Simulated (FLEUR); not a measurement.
**A series of single points on Al**

System: Al (Fm-3m, 1 atom in the cell).
Method: Kohn-Sham DFT of a periodic cell, LDA, all-electron, no spin polarisation (FLEUR MaX-R8.1 (later development tree)).

The 5 runs differ only in the geometry, by an even scaling of the cell at fixed fractional positions. The structure derives from an entry of the Crystallography Open Database.

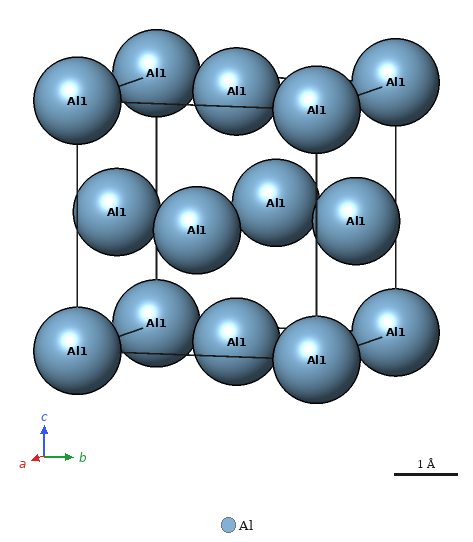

Figure 1. The structure of run 3 (spheres-only view of the cell 4 times as large as that of the calculation, set on its symmetry axes, seen slightly off an axis; atoms are numbered from 1 in the order of the input).

**Input of run 3**
```
<?xml version="1.0" encoding="UTF-8" standalone="no"?>
<fleurInput fleurInputVersion="0.39">
   <comment>
      Al                                                                                                  
   </comment>
   <calculationSetup>
      <cutoffs Kmax="4.1" Gmax="12.7" GmaxXC="12.7" numbands="0"/>
      <scfLoop itmax="60" minDistance="0.00001" maxIterBroyd="15" imix="Anderson" alpha="0.05" precondParam="0.0" spinf="2.0" sdNocoIR="T"/>
      <coreElectrons ctail="T" frcor="F" kcrel="0" coretail_lmax="0"/>
      <xcFunctional name="vwn" relativisticCorrections="F"/>
      <magnetism jspins="1"/>
      <soc l_soc="F" theta="0.0" phi="0.0" spav="F"/>
      <expertModes spex="0" secvar="F"/>
      <geometryOptimization l_f="F" forcealpha="1.0" forcemix="BFGS" epsdisp="0.00001" epsforce="0.00001"/>
      <ldaU l_linMix="F" mixParam="0.05" spinf="1.0"/>
   </calculationSetup>
   <cell>
      <bzIntegration valenceElectrons="11.0" mode="hist" fermiSmearingEnergy="0.00183747">
         <kPointListSelection listName="default-1"/>
         <!-- k-points included here -->
         <xi:include xmlns:xi="http://www.w3.org/2001/XInclude" href="kpts.xml"> </xi:include>
      </bzIntegration>
      <!-- symmetry operations included here -->
      <xi:include xmlns:xi="http://www.w3.org/2001/XInclude" href="sym.xml"> </xi:include>
      <bulkLattice scale="1.0000000000">
         <bravaisMatrix>
            <row-1>    0.0000000000000000     3.8263269057207032     3.8263269057207032</row-1>
            <row-2>    3.8263269057207032     0.0000000000000000     3.8263269057207032</row-2>
            <row-3>    3.8263269057207032     3.8263269057207032     0.0000000000000000</row-3>
         </bravaisMatrix>
      </bulkLattice>
   </cell>
   <atomSpecies>
      <species name="Aluminum (Al)" element="Al" atomicNumber="13">
         <mtSphere radius="2.45" gridPoints="829" logIncrement="0.014"/>
         <atomicCutoffs lmax="10" lnonsphr="8"/>
         <electronConfig flipSpins="F">
            <coreConfig>(1s1/2)</coreConfig>
            <valenceConfig>(2s1/2) (2p1/2) (2p3/2) (3s1/2) (3p1/2) (3p3/2)</valenceConfig>
            <stateOccupation state="(3p1/2)" spinUp="0.166667" spinDown="0.166667"/>
            <stateOccupation state="(3p3/2)" spinUp="0.333333" spinDown="0.333333"/>
         </electronConfig>
         <energyParameters s="3" p="3" d="3" f="4"/>
         <lo type="SCLO" l="0" n="2" eDeriv="0"/>
         <lo type="SCLO" l="1" n="2" eDeriv="0"/>
         <lo type="SCLO" l="2" n="3" eDeriv="2"/>
         <lo type="SCLO" l="3" n="4" eDeriv="2"/>
      </species>
   </atomSpecies>
   <atomGroups>
      <atomGroup species="Aluminum (Al)">
         <relPos label="                   1">.0000000000 .0000000000 .0000000000</relPos>
         <force calculate="T" relaxXYZ="TTT"/>
      </atomGroup>
   </atomGroups>
   <output dos="F" band="F" slice="F">
      <checks vchk="F" cdinf="F"/>
      <bandDOS minEnergy="-.5*Htr" maxEnergy="0.5*Htr" sigma="0.015" storeEVData="T"/>
      <vacuumDOS vacdos="F" integ="F" star="F" nstars="0" locx1="0.0" locy1="0.0" locx2="0.0" locy2="0.0" nstm="0" tworkf="0.0"/>
      <unfoldingBand unfoldBand="F" supercellX="1" supercellY="1" supercellZ="1"/>
      <plotting iplot="0" polar="F">
         <plot TwoD="T" vec1="  1.0  0.0  0.0" vec2="  0.0  1.0  0.0" vec3="  0.0  0.0  1.0" zero="  0.0  0.0  0.0" file="plot"/>
      </plotting>
      <chargeDensitySlicing numkpt="0" minEigenval="0.0" maxEigenval="0.0" nnne="0" pallst="F"/>
      <specialOutput eonly="F"/>
      <moessbauerParams electricFieldGradient="T" isomerShift="T" coreHyperfine="T" valenceHyperfine="T"/>
      <magneticCircularDichroism mcd="F" energyLo="-10.0" energyUp="0.0"/>
   </output>
  <!-- We include the file relax.xml here to enable relaxations (see documentation) -->
  <xi:include xmlns:xi="http://www.w3.org/2001/XInclude" href="relax.xml"> <xi:fallback/> </xi:include>
</fleurInput>
```

Command:
```bash
inpgen -f crystal.txt -profile fastHighL; fleur_MPI
```

Run 4 has the same physical settings and fractional positions; its lattice vectors (Å) are:
```
   0.000000    2.051450    2.051450
   2.051450    0.000000    2.051450
   2.051450    2.051450    0.000000
```

**Results, with one run withheld**

| run | volume per atom (Å³) | free energy per atom, from the lowest run given (meV) |
| --- | --- | --- |
| 1 | 15.607 | 0.51 |
| 2 | 15.939 | 0.00 |
| 3 | 16.603 | 9.25 |
| 4 | 17.267 | ? |
| 5 | 17.599 | 43.56 |

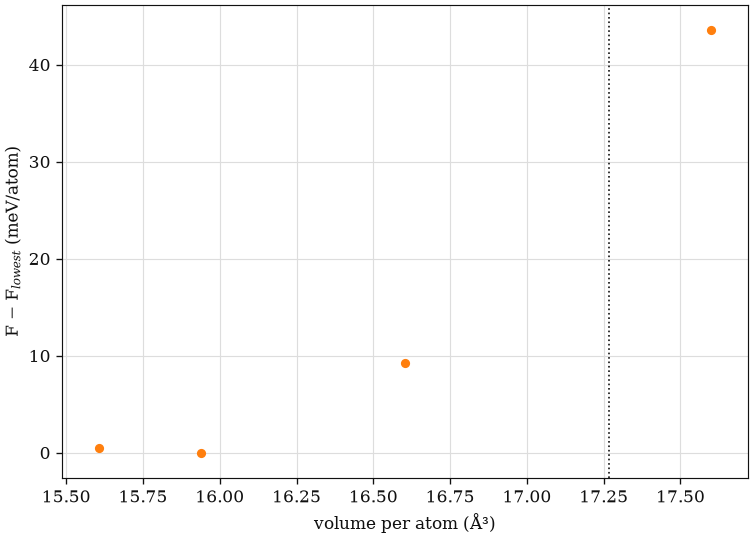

Figure 2. Free energy per atom of the runs given; the dotted line marks run 4.

Estimate the energy of run 4 from the others.

A quadratic polynomial in V^(−2/3) (the Birch–Murnaghan form), fitted to the 4 runs given, misses them by at most 0.04 meV per atom. With x = V^(−2/3) − 0.15487 Å⁻², it reads F = 5.2426 − 2829.7 x + 3.6645e+05 x² (meV per atom). At run 4 it gives 29.74 meV per atom, and the run itself gives 29.82. The fit has its minimum at 15.813 Å³ per atom, where V d²F/dV² gives 83.2 GPa: the bulk modulus at this level, since symmetry fixes the shape and the positions.

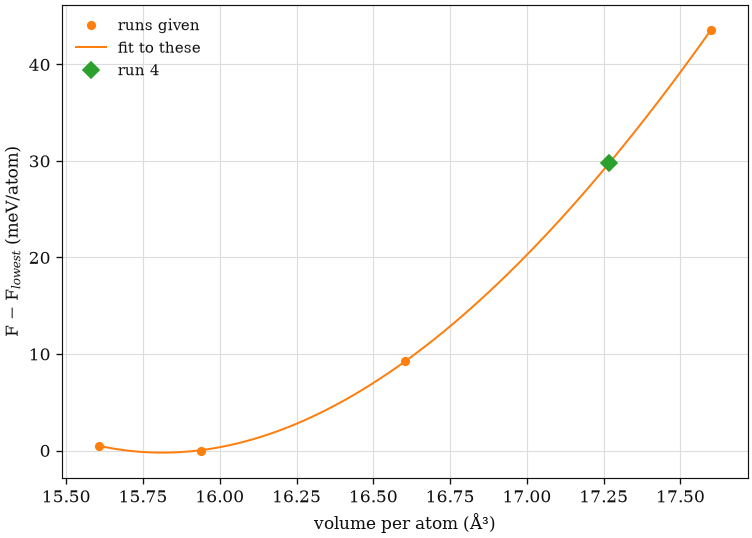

Figure 3. The fit and the withheld run.

**Output (run 4)**
```
Welcome to FLEUR        (www.flapw.de)
      MaX-Release 8.1          (www.max-centre.eu)

 ========== k-point set info ==========
 Selected k-point list: default-1
 k-point list type: mesh
 11 x 11 x 11
 Number of k points: 56

 ------------Calculation Setup---------------------------
 Number of MPI-tasks      :            1
 Number of PE/node        :            1
 Number of OMP-threads    :            1
 Most efficient MPI parallelization for:
           1           2           4           7           8          14          28          56
 Additional eigenvalue parallelization possible
 Number of basis functions:          172
 Approximate size of matrices (H+S) per k-point:         0.000 GB
 --------------------------------------------------------

 Iteration:     1   Distance:       3.73957823 me/bohr^3

 Iteration:     2   Distance:       3.52568596 me/bohr^3

 Iteration:     3   Distance:       1.09871590 me/bohr^3

 Iteration:     4   Distance:       0.09422925 me/bohr^3

 Iteration:     5   Distance:       0.08105582 me/bohr^3

 Iteration:     6   Distance:       0.00365740 me/bohr^3

 Iteration:     7   Distance:       0.00614241 me/bohr^3

 Iteration:     8   Distance:       0.00018609 me/bohr^3

 Iteration:     9   Distance:       0.00005487 me/bohr^3

 Iteration:    10   Distance:       0.00000460 me/bohr^3

 ********************************************************************
 Run finished successfully
 Stop message:
   all done
 ********************************************************************
```
